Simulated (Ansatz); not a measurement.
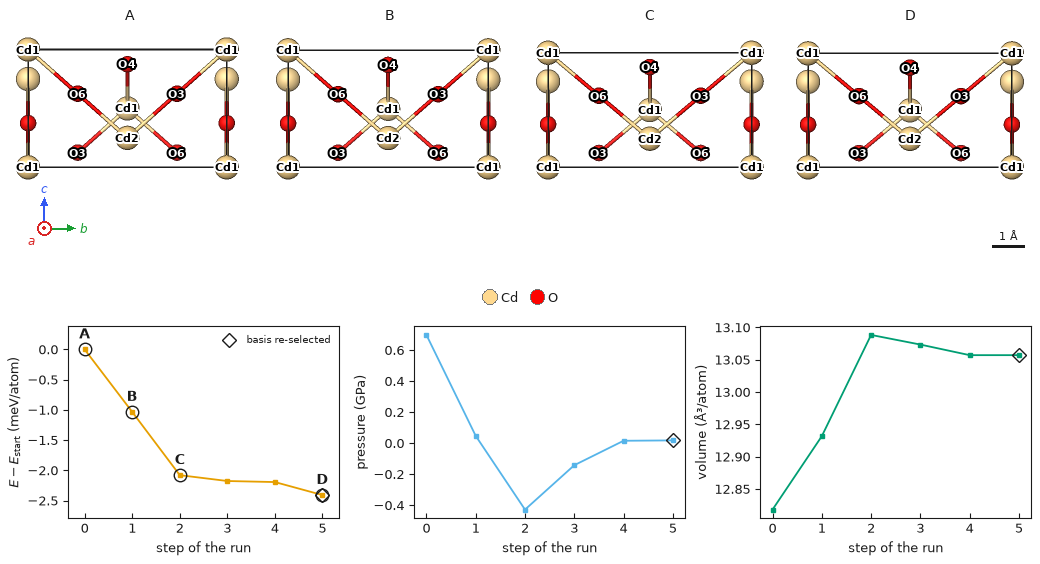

Frames of a relaxation of crystalline CdO$_{2}$ (built on the SiO2-122 type type), marked on the history of the run. A ball-and-stick model of the conventional cell (2 times the calculation's cell), seen along the a axis. Lengths and directions refer to the drawn axes.

Theory: DFT, r2SCAN+rVV10, plane waves, PAW in Ansatz.

Input
```yaml
crystal:
  lattice:
    - [-3.1888234109, 3.1888234109, 1.890858416]
    - [3.1888234109, -3.1888234109, 1.890858416]
    - [3.1888234109, 3.1888234109, -1.890858416]
  atoms:
    - { symbol: Cd, position: [0.0, 0.0, 0.0] }
    - { symbol: Cd, position: [0.75, 0.25, 0.5] }
    - { symbol: O, position: [0.375, 0.6250006285, 0.7500006285] }
    - { symbol: O, position: [1.3750006285, 0.625, 1.2500006285] }
    - { symbol: O, position: [0.3749993715, 0.125, -0.2500006285] }
    - { symbol: O, position: [0.875, -0.3750006285, 0.2499993715] }
kpoints:
  mp_grid: { grid: [8, 8, 8] }
hamiltonian:
  xc: r2scan
  dispersion: rvv10
scf:
  occupations: { method: fermi_dirac, width: 0.03 }
relax:
  f_tol: 0.01
  cell: {}
  max_steps: 120
```

Launched with:
```bash
ansatz run input.yaml --threads 2 --pin off --max-ram 20275MiB --backend cpu --events-out ev --progress --plain --runs-dir out
```

### Describe the path.

The atoms keep their places relative to the cell (all moves are under 0.005 Å). The volume changes by +1.9 %, with a = b 6.378 → 6.545 Å (+2.6 %), c 3.782 → 3.658 Å (−3.3 %). Bond angles that change, for instance: O3–Cd1–O6 96.7° → 100.0°. The space group stays I4_1/amd (No. 141). Over 4 accepted moves (5 points after the start) the energy falls by 2.4 meV per atom. All forces vanish by symmetry, so only the cell relaxes. Pressure: 0.70 GPa at the start and 0.02 GPa at the end. The SCF was repeated once at an unchanged geometry on a basis and grid sized afresh for the cell, which shifted the energy by 0.2 meV per atom at most. Cost: 48 s on 2 threads of AMD EPYC 7R13 Processor (Zen 3), on a shared host, peak memory 1.1 GiB. From step 0 to 1: volume +0.9 %, energy −1.0 meV per atom. From step 1 to 2: volume +1.2 %, energy −1.0 meV per atom. From step 2 to 5: volume −0.2 %, energy −0.3 meV per atom.

| step | E − E(0), meV/atom | pressure, GPa | volume, Å³/atom | note |
| --- | --- | --- | --- | --- |
| 0 | 0.00 | 0.70 | 12.818 |  |
| 1 | -1.03 | 0.05 | 12.932 |  |
| 2 | -2.08 | -0.43 | 13.088 |  |
| 3 | -2.17 | -0.14 | 13.074 |  |
| 4 | -2.19 | 0.02 | 13.057 |  |
| 5 | -2.41 | 0.02 | 13.057 | same geometry, new basis |
